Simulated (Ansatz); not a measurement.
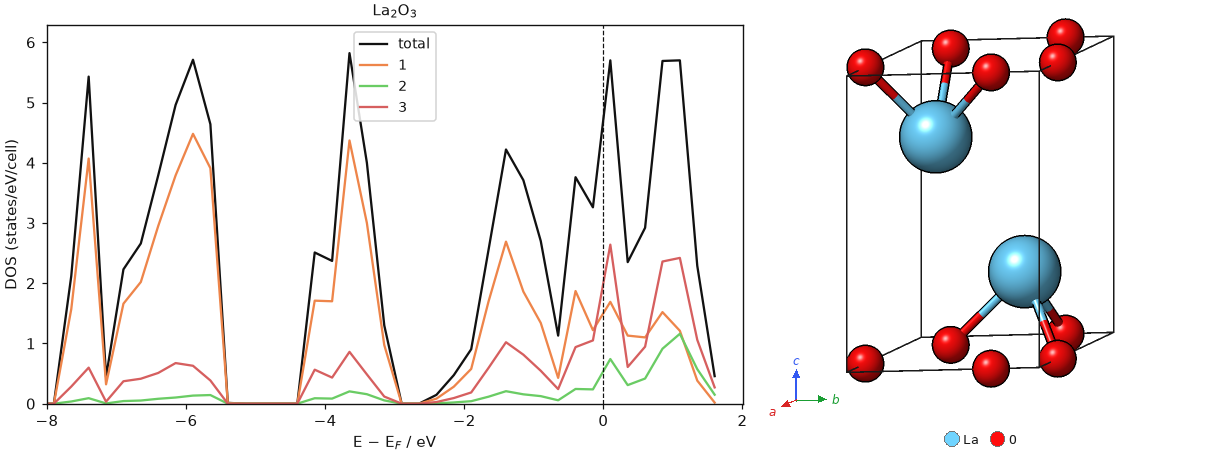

Density of states, beside the structure. Energies are counted from the Fermi level. The partial curves are projected on Löwdin-orthogonalised atomic shells.

System: La₂O₃, space group P321 (No. 150), 5 atoms in the cell, a database entry, rescaled.

Ansatz; DFT with PBE, PAW plane waves, no spin polarisation, 10×10×6 k mesh, 420 eV cutoff.

Assign each number in the legend. The candidates: La 4f, La 5d, O 2p.

1 is O 2p; 2 is La 4f; 3 is La 5d.

Metal or insulator, and how many states lie at the Fermi level?

It is a metal. The density of states at the Fermi level is about 4.5 per eV and cell (mean within 0.25 eV), or 0.9 per atom.

The atoms aren't at rest in this cell (largest force 7.3 eV/Å), so the relaxed material can differ. The cell is at 33 GPa in this functional.
